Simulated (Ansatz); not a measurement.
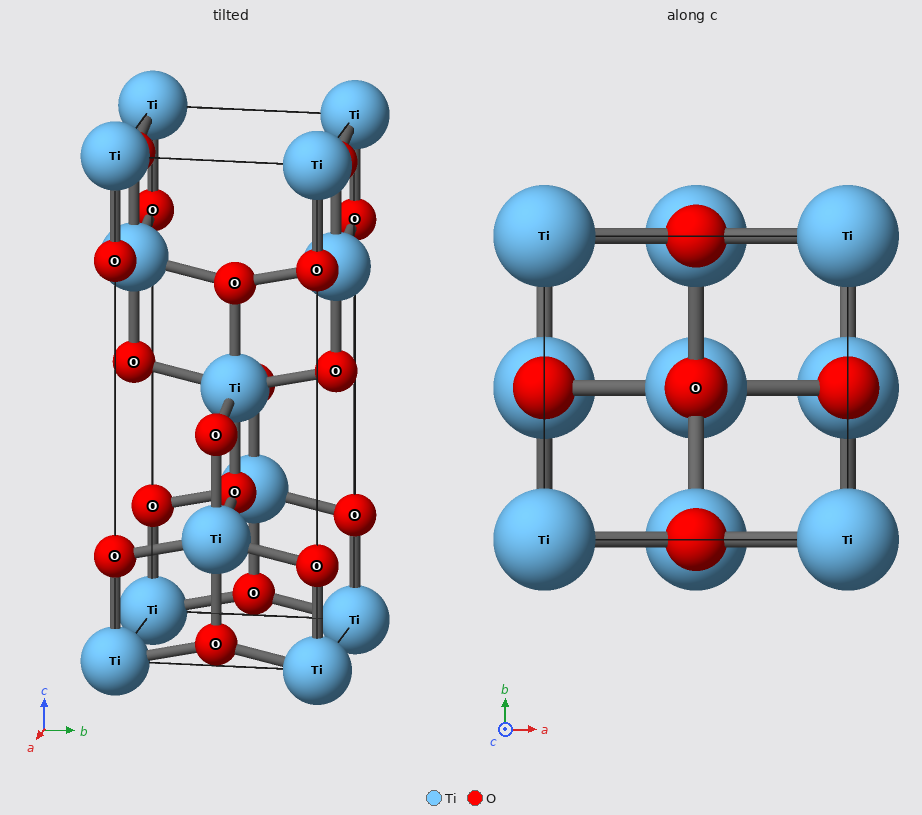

This ball-and-stick model is shown slightly off an axis and along the c axis. The parallelepiped is the conventional unit cell.

TiO2, space group I4_1/amd (No. 141), a = 3.78 Å, b = 3.78 Å, c = 9.58 Å, α = 90.00°, β = 90.00°, γ = 90.00°.

Results below were computed with DFT r2SCAN, scalar-relativistic, plane waves, PAW in Ansatz 0.2.0; the settings were E_cut = 500 eV, k-points about 0.22 Å⁻¹ apart, Gaussian smearing of 0.02 eV, no spin polarisation.

**Classify it as metallic or gapped, with the value.**

A semiconductor at this level, with a gap of 2.53 eV, indirect; the smallest direct gap is 3.00 eV.

The initial geometry was a structure listed in the Materials Project. Earlier steps of the study may have refined or changed the cell and positions. It went into a calculation with Ansatz.
